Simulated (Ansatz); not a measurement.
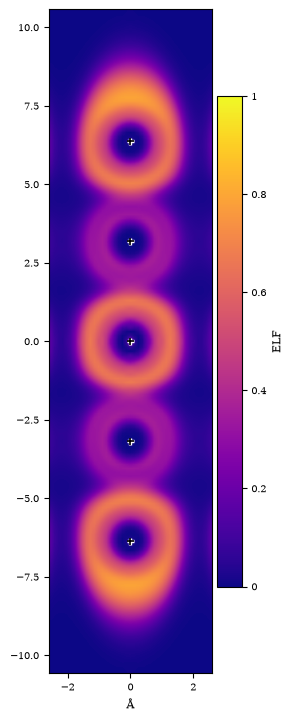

The electron localisation function on a plane through atoms (crosses mark nuclei in the plane).

The calculation used DFT r2SCAN, scalar-relativistic, plane waves, PAW in Ansatz.

Candidates:
A. Al2O3, a = 4.76 Å, b = 4.76 Å, c = 13.00 Å, α = 90.00°, β = 90.00°, γ = 120.00°. Space group R-3c.
B. SnTe (slab), a = 4.51 Å, b = 4.51 Å, c = 27.74 Å, α = 90.00°, β = 90.00°, γ = 90.00°. Not relaxed (largest force 0.5 eV/Å).

### Which candidate gave the map?

Candidate B: SnTe on the (010) plane of the calculation cell, a cut from vacuum to vacuum, which holds Te and Sn. Sn–Te (3.19 Å): the ELF peaks at about 0.70 in the valence shell of Te, 1.3 Å from its nucleus, and drops to about 0.30 between the two atoms.
